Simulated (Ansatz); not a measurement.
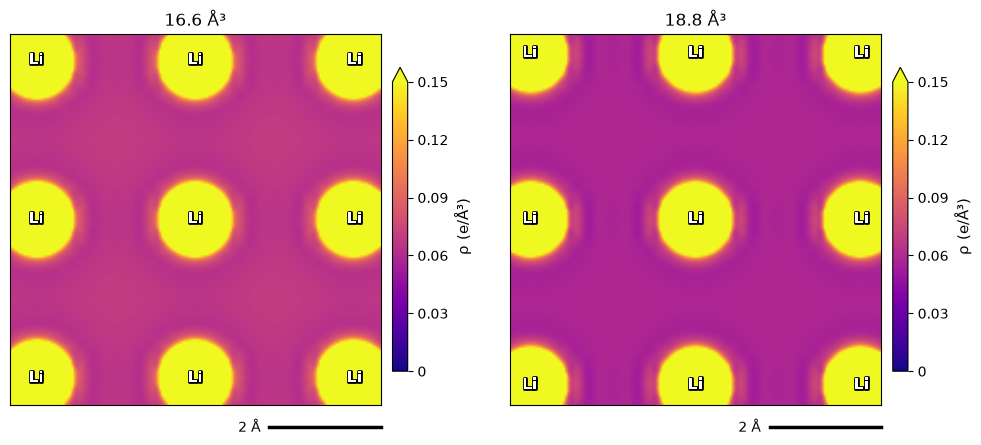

Li. The valence charge density (pseudo) of cells scaled evenly to different volumes (given per atom above each panel), on the (110) plane of each (indices in the axes of the cell below), at one length scale and on one colour scale.

Computed without spin polarisation.

The calculation used DFT PBE+D3(BJ), scalar-relativistic, plane waves, PAW in Ansatz 0.2.0.

The largest cell:

```cif
data_structure
_symmetry_space_group_name_H-M 'P 1'
_symmetry_Int_Tables_number 1
_cell_length_a 2.9828
_cell_length_b 2.9828
_cell_length_c 2.9828
_cell_angle_alpha 60.000
_cell_angle_beta 60.000
_cell_angle_gamma 60.000
_cell_volume 18.77
loop_
_atom_site_label
_atom_site_type_symbol
_atom_site_fract_x
_atom_site_fract_y
_atom_site_fract_z
_atom_site_occupancy
Li1 Li 0.00000 0.00000 0.00000 1
```

| volume (Å³/atom) | Li–Li contact in the plane (Å) | ρ at its midpoint (e/Å³) | pressure (GPa) | 
| --- | --- | --- | --- |
| 16.58 | 2.862 | 0.066 | 1.7 | 
| 18.22 | 2.954 | ? | ? | 
| 18.77 | 2.983 | 0.057 | −0.4 | 

Estimate the missing row, and compare with the calculation.

Answer. Over the known rows ln ρ falls by 1.21 per Å of Li–Li distance (the line through the two), which gives 0.059 e/Å³ at 2.954 Å; the calculation gives 0.059 e/Å³. For the pressure, a straight line in volume between the neighbouring rows gives 0.1 GPa; the calculation gives 0.0.
